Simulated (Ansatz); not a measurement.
Band-structure calculation, with input and output: MoSe2 (part 2 of 2)

The same run, continued: MoSe2 (P6₃/mmc, 6 atoms in the cell); DFT, r2SCAN, plane waves, PAW, no spin polarisation (Ansatz 0.2.0); cutoff 500 eV, 12×12×2 k-mesh, fixed occupations. The structure was built on a prototype by a generator. The geometry comes from this level: r2scan-rvv10.

Geometry of the input (Å; fractional positions):
```
3.3054  0.0000  0.0000
-1.6527  2.8626  0.0000
0.0000  0.0000  13.0878
Mo 0.3333  0.6667  0.2500
Mo 0.6667  0.3333  0.7500
Se 0.6667  0.3333  0.3766
Se 0.6667  0.3333  0.1234
Se 0.3333  0.6667  0.8766
Se 0.3333  0.6667  0.6234
```

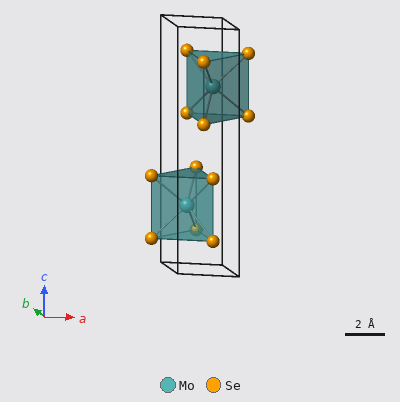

**Figure 1.** The structure (polyhedral view of the cell of the calculation, seen slightly off an axis; polyhedra are completed across the faces of the cell).

Log, continued
```
  k-point 0: bands = ["-51.3115", "-51.3115", "-36.7492", "-36.7492", "-36.7491", "-36.7491", "-36.7487", "-36.7487", "-36.7487", "-36.7487", "-36.7113", "-36.7113", "-36.7111", "-36.7111", "-36.7101", "-36.7101", "-36.7099", "-36.7099", "-36.6956", "-36.6953", "-36.6930", "-36.6927", "-24.7198", "-24.7197", "-24.5476", "-24.5476", "-24.5476", "-24.5476", "-3.5110", "-3.2657", "-2.4797", "-2.1049", "5.2698", "6.3137", "8.5196", "9.1620", "9.1620", "9.1766", "9.1766", "10.1822", "10.1822", "10.2237", "10.2237", "10.8549", "10.8990", "11.8748", "14.4544", "14.4544", "14.5113", "14.5113", "14.6407"]
  k-point 1: bands = ["-51.3115", "-51.3115", "-36.7492", "-36.7492", "-36.7492", "-36.7492", "-36.7487", "-36.7487", "-36.7487", "-36.7487", "-36.7112", "-36.7112", "-36.7112", "-36.7112", "-36.7100", "-36.7100", "-36.7100", "-36.7100", "-36.6955", "-36.6955", "-36.6928", "-36.6928", "-24.7198", "-24.7198", "-24.5476", "-24.5476", "-24.5476", "-24.5476", "-3.4074", "-3.4074", "-2.2748", "-2.2748", "5.6990", "5.6990", "9.1692", "9.1692", "9.1692", "9.1692", "9.4915", "9.4915", "10.2030", "10.2030", "10.2030", "10.2030", "11.6683", "11.6683", "14.4712", "14.4712", "14.4712", "14.4712", "14.7374"]
  k-point 2: bands = ["-51.3098", "-51.3098", "-36.7491", "-36.7491", "-36.7488", "-36.7488", "-36.7487", "-36.7487", "-36.7484", "-36.7484", "-36.7114", "-36.7113", "-36.7111", "-36.7111", "-36.7103", "-36.7102", "-36.7101", "-36.7099", "-36.6954", "-36.6952", "-36.6928", "-36.6926", "-24.7156", "-24.7156", "-24.5662", "-24.5662", "-24.5518", "-24.5518", "-3.4113", "-3.1678", "-2.4223", "-2.0569", "5.3903", "6.4317", "8.3788", "8.9089", "8.9338", "9.2566", "9.2770", "9.7462", "10.0169", "10.0640", "10.2399", "10.8674", "11.0902", "11.7173", "14.2599", "14.2857", "14.3451", "14.4422", "14.4793"]
  k-point 37: bands = ["-51.2836", "-51.2836", "-36.7471", "-36.7471", "-36.7460", "-36.7460", "-36.7458", "-36.7458", "-36.7457", "-36.7457", "-36.7131", "-36.7131", "-36.7120", "-36.7120", "-36.7112", "-36.7112", "-36.7107", "-36.7107", "-36.6931", "-36.6931", "-36.6902", "-36.6902", "-24.7543", "-24.7543", "-24.7182", "-24.7182", "-24.6494", "-24.6494", "-1.2719", "-1.2719", "-1.1635", "-1.1635", "6.1923", "6.1923", "6.6967", "6.6967", "7.3317", "7.3317", "7.6711", "7.6711", "8.5520", "8.5520", "9.1963", "9.1963", "11.4563", "11.4563", "13.0410", "13.0410", "14.2175", "14.2175", "14.7397"]
```

File rho_z.tsv
```
# z_ang	rho[e/angstrom^3]
# format = ansatz-planar-average/11
# lattice	3.305396770	0.000000000	0.000000000
# lattice	-1.652698385	2.862557572	0.000000000
# lattice	0.000000000	0.000000000	13.087830961
# sites	6
# site	42	-0.000000000	1.908371715	3.271957740
# site	42	1.652698385	0.954185857	9.815873221
# site	34	1.652698385	0.954185857	4.929288379
# site	34	1.652698385	0.954185857	1.614627101
# site	34	-0.000000000	1.908371715	11.473203860
# site	34	-0.000000000	1.908371715	8.158542582
0.000000	4.350945e-2
0.136332	4.724958e-2
0.272663	5.877730e-2
0.408995	7.963265e-2
0.545326	1.117191e-1
0.681658	1.573345e-1
0.817989	2.184254e-1
0.954321	3.134866e-1
1.090653	4.890194e-1
1.226984	8.193387e-1
1.363316	1.340137e0
1.499647	1.880064e0
1.635979	2.074175e0
1.772310	1.765624e0
1.908642	1.224468e0
2.044974	7.870632e-1
2.181305	5.507033e-1
2.317637	4.599559e-1
2.453968	4.644138e-1
2.590300	5.473465e-1
2.726631	6.985851e-1
2.862963	8.871671e-1
2.999295	1.058804e0
3.135626	1.170783e0
3.271958	1.208128e0
3.408289	1.170783e0
3.544621	1.058804e0
3.680952	8.871671e-1
3.817284	6.985851e-1
3.953616	5.473465e-1
4.089947	4.644138e-1
4.226279	4.599559e-1
4.362610	5.507033e-1
4.498942	7.870632e-1
4.635273	1.224468e0
4.771605	1.765624e0
4.907937	2.074175e0
5.044268	1.880064e0
5.180600	1.340137e0
5.316931	8.193387e-1
5.453263	4.890194e-1
5.589594	3.134866e-1
5.725926	2.184254e-1
5.862258	1.573345e-1
5.998589	1.117191e-1
6.134921	7.963265e-2
6.271252	5.877730e-2
6.407584	4.724958e-2
6.543915	4.350945e-2
6.680247	4.724958e-2
6.816579	5.877730e-2
6.952910	7.963265e-2
7.089242	1.117191e-1
7.225573	1.573345e-1
7.361905	2.184254e-1
7.498236	3.134866e-1
7.634568	4.890194e-1
7.770900	8.193387e-1
7.907231	1.340137e0
8.043563	1.880064e0
8.179894	2.074175e0
8.316226	1.765624e0
8.452557	1.224468e0
8.588889	7.870632e-1
8.725221	5.507033e-1
8.861552	4.599559e-1
8.997884	4.644138e-1
9.134215	5.473465e-1
9.270547	6.985851e-1
9.406879	8.871671e-1
9.543210	1.058804e0
9.679542	1.170783e0
9.815873	1.208128e0
9.952205	1.170783e0
10.088536	1.058804e0
10.224868	8.871671e-1
10.361200	6.985851e-1
10.497531	5.473465e-1
10.633863	4.644138e-1
10.770194	4.599559e-1
10.906526	5.507033e-1
11.042857	7.870632e-1
11.179189	1.224468e0
11.315521	1.765624e0
11.451852	2.074175e0
11.588184	1.880064e0
11.724515	1.340137e0
11.860847	8.193387e-1
11.997178	4.890194e-1
12.133510	3.134866e-1
12.269842	2.184254e-1
12.406173	1.573345e-1
12.542505	1.117191e-1
12.678836	7.963265e-2
12.815168	5.877730e-2
12.951499	4.724958e-2
```

File v_z.tsv
```
# z_ang	v_es[eV]	v_tot[eV]
# format = ansatz-planar-average/11
# xc	r2scan
# density_cutoff_ev	2000
# datasets	Mo=:simpson_from_first_knot:soft:shift=0	Se=:simpson_from_first_knot:soft:shift=0
# lattice	3.305396770	0.000000000	0.000000000
# lattice	-1.652698385	2.862557572	0.000000000
# lattice	0.000000000	0.000000000	13.087830961
# sites	6
# site	42	-0.000000000	1.908371715	3.271957740
# site	42	1.652698385	0.954185857	9.815873221
# site	34	1.652698385	0.954185857	4.929288379
# site	34	1.652698385	0.954185857	1.614627101
# site	34	-0.000000000	1.908371715	11.473203860
# site	34	-0.000000000	1.908371715	8.158542582
0.000000	1.625257e1	1.108248e1
0.136332	1.617688e1	1.068611e1
0.272663	1.594316e1	1.000090e1
0.408995	1.550603e1	8.952806e0
0.545326	1.478702e1	7.409523e0
0.681658	1.353917e1	5.273164e0
0.817989	1.175213e1	2.580850e0
0.954321	1.001006e1	-8.028311e-2
1.090653	8.778289e0	-2.159307e0
1.226984	8.032424e0	-3.629326e0
1.363316	7.575820e0	-4.717589e0
1.499647	7.283962e0	-5.493039e0
1.635979	7.085782e0	-5.989569e0
1.772310	6.923490e0	-6.259262e0
1.908642	6.757413e0	-6.333608e0
2.044974	6.572544e0	-6.339331e0
2.181305	6.408200e0	-6.351612e0
2.317637	6.226846e0	-6.382701e0
2.453968	5.692387e0	-6.955651e0
2.590300	4.264287e0	-8.681116e0
2.726631	1.865557e0	-1.158700e1
2.862963	-8.352170e-1	-1.484500e1
2.999295	-3.180290e0	-1.749808e1
3.135626	-4.759031e0	-1.931411e1
3.271958	-5.313546e0	-2.011731e1
3.408289	-4.759031e0	-1.931411e1
3.544621	-3.180290e0	-1.749808e1
3.680952	-8.352170e-1	-1.484500e1
3.817284	1.865557e0	-1.158700e1
3.953616	4.264287e0	-8.681116e0
4.089947	5.692387e0	-6.955651e0
4.226279	6.226846e0	-6.382701e0
4.362610	6.408200e0	-6.351612e0
4.498942	6.572544e0	-6.339331e0
4.635273	6.757413e0	-6.333608e0
4.771605	6.923490e0	-6.259262e0
4.907937	7.085782e0	-5.989569e0
5.044268	7.283962e0	-5.493039e0
5.180600	7.575820e0	-4.717589e0
5.316931	8.032424e0	-3.629326e0
5.453263	8.778289e0	-2.159307e0
5.589594	1.001006e1	-8.028311e-2
5.725926	1.175213e1	2.580850e0
5.862258	1.353917e1	5.273164e0
5.998589	1.478702e1	7.409523e0
6.134921	1.550603e1	8.952806e0
6.271252	1.594316e1	1.000090e1
6.407584	1.617688e1	1.068611e1
6.543915	1.625257e1	1.108248e1
6.680247	1.617688e1	1.068611e1
6.816579	1.594316e1	1.000090e1
6.952910	1.550603e1	8.952806e0
7.089242	1.478702e1	7.409523e0
7.225573	1.353917e1	5.273164e0
7.361905	1.175213e1	2.580850e0
7.498236	1.001006e1	-8.028311e-2
7.634568	8.778289e0	-2.159307e0
7.770900	8.032424e0	-3.629326e0
7.907231	7.575820e0	-4.717589e0
8.043563	7.283962e0	-5.493039e0
8.179894	7.085782e0	-5.989569e0
8.316226	6.923490e0	-6.259262e0
8.452557	6.757413e0	-6.333608e0
8.588889	6.572544e0	-6.339331e0
8.725221	6.408200e0	-6.351612e0
8.861552	6.226846e0	-6.382701e0
8.997884	5.692387e0	-6.955651e0
9.134215	4.264287e0	-8.681116e0
9.270547	1.865557e0	-1.158700e1
9.406879	-8.352170e-1	-1.484500e1
9.543210	-3.180290e0	-1.749808e1
9.679542	-4.759031e0	-1.931411e1
9.815873	-5.313546e0	-2.011731e1
9.952205	-4.759031e0	-1.931411e1
10.088536	-3.180290e0	-1.749808e1
10.224868	-8.352170e-1	-1.484500e1
10.361200	1.865557e0	-1.158700e1
10.497531	4.264287e0	-8.681116e0
10.633863	5.692387e0	-6.955651e0
10.770194	6.226846e0	-6.382701e0
10.906526	6.408200e0	-6.351612e0
11.042857	6.572544e0	-6.339331e0
11.179189	6.757413e0	-6.333608e0
11.315521	6.923490e0	-6.259262e0
11.451852	7.085782e0	-5.989569e0
11.588184	7.283962e0	-5.493039e0
11.724515	7.575820e0	-4.717589e0
11.860847	8.032424e0	-3.629326e0
11.997178	8.778289e0	-2.159307e0
12.133510	1.001006e1	-8.028311e-2
12.269842	1.175213e1	2.580850e0
12.406173	1.353917e1	5.273164e0
12.542505	1.478702e1	7.409523e0
12.678836	1.550603e1	8.952806e0
12.815168	1.594316e1	1.000090e1
12.951499	1.617688e1	1.068611e1
```

Results in brief

| quantity | value |
| --- | --- |
| outcome | converged |
| space group (tolerance 0.01 Å) | P6₃/mmc (194) |
| electrons treated | 92 |
| free energy | −31852.1743 eV |
| Fermi energy | 11.875 eV |
| gap on the k-point mesh | 1.03 eV |
| pressure | 1.22 GPa |
| largest force (length of the vector) | 0.043 eV/Å |
| hardware | 8 threads of Intel Xeon (Sapphire Rapids), 64 GiB of memory available, shared host |
| wall time | 4 s (CPU time 24 s) |
| peak memory | 1.1 GiB |
